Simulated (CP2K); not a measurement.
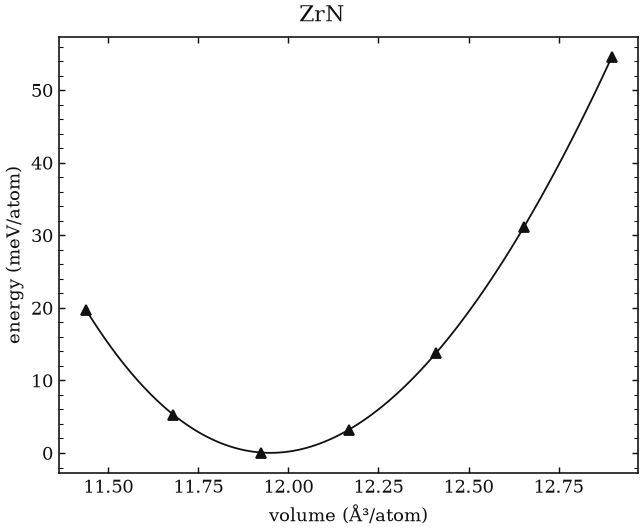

Energy against volume for ZrN, space group Fm-3m (No. 225).

A third-order Birch–Murnaghan fit gives V0 = 11.95 Å³/atom, B0 = 266 GPa and B′ = 4.3. The energy is 19.76 meV/atom at volume 11.44 Å³/atom and 54.55 meV/atom at 12.90 Å³/atom; the lowest computed point is at volume 11.92 Å³/atom (0.05 meV/atom).

How it was computed, with CP2K 2026.2: DFT in Gaussian orbitals with a plane-wave density, no spin polarisation; energies at scaled volumes of the given cell, shape and fractions fixed, counted from the fit's minimum, third-order Birch-Murnaghan fit. Level: PBEsol.

- k mesh: 10×10×10
- occupations: Fermi–Dirac
- smearing width: 0.0259 eV
- potentials: GTH PBE with UZH TZVP basis
- density cutoff: 6123 eV
- program settings: ngrids 5, basis sets Zr TZVP-MOLOPT-PBE-GTH-q12, basis sets N TZVP-MOLOPT-PBE-GTH-q5, cutoff ry 450 Ry, rel cutoff ry 60 Ry

Structure:
```xyz
2
Lattice="3.2527 0.0000 0.0000 1.6263 2.8169 0.0000 1.6263 0.9390 2.6558" Properties=species:S:1:pos:R:3 pbc="T T T"
Zr    3.2527    1.8779    1.3279
N     0.0000    0.0000    0.0000
```
